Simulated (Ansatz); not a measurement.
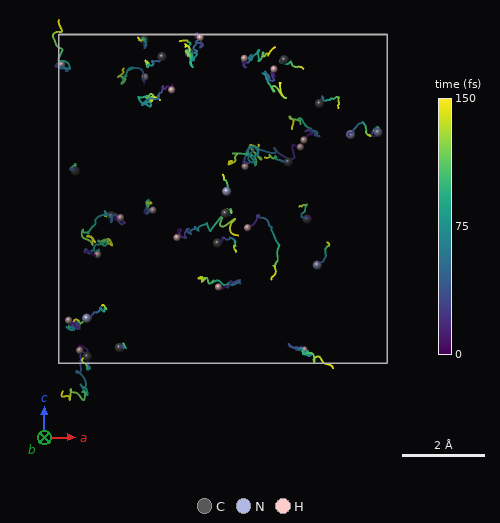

Molecular dynamics of a periodic cell with 6 CH3CN at 0.784 g/cm³, 150 fs long. It starts from the last geometry of an earlier run, with fresh velocities. Lines trace each atom's path, coloured by time; spheres stand at the starting positions. Seen along the b axis in the simulation cell.

The calculation used DFT PBE, scalar-relativistic, plane waves, PAW (Ansatz 0.2.0). Run with plane-wave cutoff 420 eV; k-point mesh 1 × 1 × 1; Fermi-Dirac smearing 0.05 eV; low-accuracy preset; Langevin thermostat (NVT); set temperature 400 K; time step 0.75 fs; friction 0.005 per fs.

Describe the motion.

Answer. Root-mean-square distances from the starting positions over the second half, with the common drift of all atoms taken out: H 0.83 Å, N 0.55 Å, C 0.38 Å. The heavy atoms stay within a fraction of a molecule's size of their starting places; so short a run doesn't tell a liquid from a solid. Over the second half the temperature averages 380 K (spread ±31 K). The potential energy in the second half lies on average 8.5 meV per atom above the first frame. The self-consistency threshold is loose, so the forces are noisy.

Limits of the set-up: the program's low-accuracy preset was used; the periodic images lie only 8.1 Å apart, so the values are limited by the cell's size.
